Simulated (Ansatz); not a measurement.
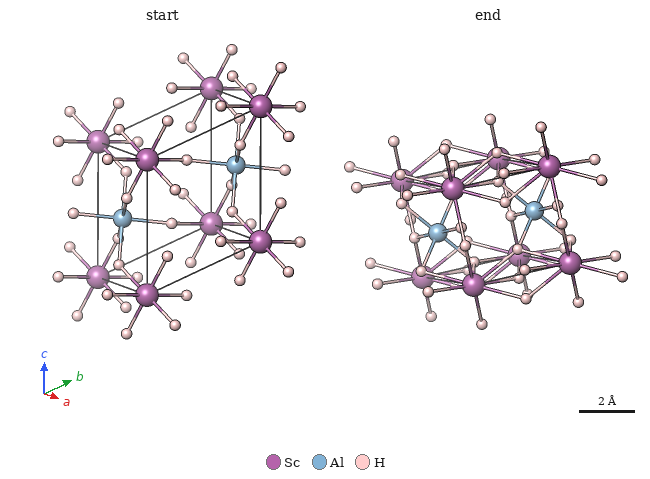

The structure of a crystal of ScAlH6 (built on the CuSnF6-2 type type) before (left) and after (right) a relaxation, at one scale.

The picture is a ball-and-stick view of the cell of the calculation, seen slightly off an axis.

All numbers below come from Ansatz 0.2.0, DFT, PBEsol, plane waves, PAW.

Input file:
```yaml
crystal:
  lattice:
    - [4.61912137, 0.0, 0.0]
    - [2.20583012, 4.1125164, 0.0]
    - [0.01862789, 2.5132733, 4.31815246]
  atoms:
    - { symbol: Sc, position: [0.0, 0.0, 0.0] }
    - { symbol: Al, position: [0.5, 0.0, 0.5] }
    - { symbol: H, position: [0.75478989, 0.85822676, 0.2459348] }
    - { symbol: H, position: [0.24521011, 0.14177324, 0.7540652] }
    - { symbol: H, position: [0.59266468, 0.5261187, 0.73620502] }
    - { symbol: H, position: [0.40733532, 0.4738813, 0.26379498] }
    - { symbol: H, position: [0.113017, 0.13086661, 0.24914201] }
    - { symbol: H, position: [0.886983, 0.86913339, 0.75085799] }
kpoints:
  mp_grid: { grid: [6, 6, 6] }
hamiltonian:
  xc: pbesol
scf:
  occupations: { method: fermi_dirac, width: 0.03 }
relax:
  f_tol: 0.01
  cell: {}
  max_steps: 120
output:
  write_density: true
  write_potential: true
  elf: true
  volumetric_format: npy
```

Command:
```bash
ansatz run input.yaml --threads 4 --pin off --max-ram 4608MiB --backend cpu --events-out ev --progress --plain --runs-dir out
```

**Describe what moved and what it gained.**

The energy falls by 1.630 eV per cell of the calculation in 35 accepted moves (40 points after the start). Largest force component: 1.4 eV/Å at the start, 0.00068 eV/Å at the end. The pressure goes from −0.52 to 0.01 GPa. The line search rejected the trial steps at points 9, 17, 18 of the run. At 2 points the geometry stayed and the basis and grid were re-selected for the new cell (energy shift of 7.2 meV per cell of the calculation at most each time). The largest moves relative to the cell, 1.05 Å, are those of H7 and H8. H7 goes along [1 −2 2]. Sc and Al stay in place. The volume changes by −32.0 %, with a 4.619 → 5.062 Å (+9.6 %), b 4.667 → 3.865 Å (−17.2 %), c 4.996 → 3.865 Å (−22.6 %), α 63.6° → 81.8°, β 89.8° → 77.5°, γ 61.8° → 49.1°. Among the contacts that change: Sc1–H3 4.349 → 2.144 Å, Sc1–H7 3.601 → 2.142 Å, Sc1–H5 3.312 → 2.141 Å, Sc1–Al2 3.396 → 2.832 Å. New bonds form, among them: Sc1–H3 (4.35 → 2.14 Å), Sc1–H4 (4.35 → 2.14 Å), Sc1–H5 (3.31 → 2.14 Å), Sc1–H6 (3.31 → 2.14 Å). Among the angles between lasting bonds that change: Sc1–H4–Al2 137.5° → 93.5°, H5–Sc1–H7 91.1° → 119.2°, H5–Sc1–H8 88.9° → 60.8°. The space group (tolerance 0.01 Å) goes from P-1 (No. 2) to R-3 (No. 148). Cost: 110 s on 4 threads of Arm Neoverse V1, on a shared host, peak memory 0.5 GiB.
